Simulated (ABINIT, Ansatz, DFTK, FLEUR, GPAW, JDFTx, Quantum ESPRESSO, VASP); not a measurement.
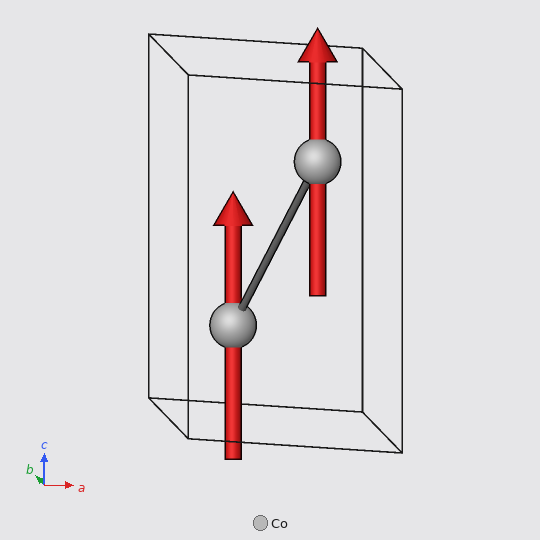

Co, hexagonal close-packed (Mg type), space group P6₃/mmc (No. 194), a = 2.472 Å, b = 2.472 Å, c = 4.021 Å, α = 90.00°, β = 90.00°, γ = 120.00°. The run's cell of 2 atoms, with the site moments from Quantum ESPRESSO (SSSP 1.3 efficiency) as arrows (above 0.25 μB; red up, blue down). The cell is a structure listed in the Materials Project.

One fixed geometry in eight programs or potential sets. Alike in all runs: functional PBE; k mesh 12 × 12 × 7 on the run's cell of 2 atoms; occupations fermi-dirac, width 0.05 eV; collinear spin, ferromagnetic start; no spin-orbit coupling. All runs are metallic. A dash marks a pressure that wasn't computed or isn't reliable.

```tsv
program	pressure (GPa)	net moment (μB per cell of 2)
Quantum ESPRESSO (SSSP 1.3 efficiency)	4.9	3.29
DFTK (PseudoDojo 0.4.1 standard)	5.1	3.25
JDFTx (PseudoDojo 0.5 standard)	5.3	3.25
FLEUR (all-electron)	-	3.21
ABINIT (JTH PAW PBE v2.0)	5.1	3.21
VASP (PBE potentials, release 64 Co)	3.9	3.19
GPAW (PAW data 1.2.1)	?	?
Ansatz LAPW (all-electron)	4.6	3.21
```

**Estimate the row of GPAW (PAW data 1.2.1).**

A pressure of 4.8 GPa and a moment of 3.21 μB. The other rows span 3.9 to 5.3 GPa and 3.19 to 3.29 μB.

**Is this cell larger or smaller than the equilibrium cell of this functional?**

Smaller: all pressures given are positive (3.9 to 5.3 GPa), so its volume would grow.

Plane-wave pressures hold the error of each finite cutoff. Each run keeps the magnetic state that it reached from a ferromagnetic start.
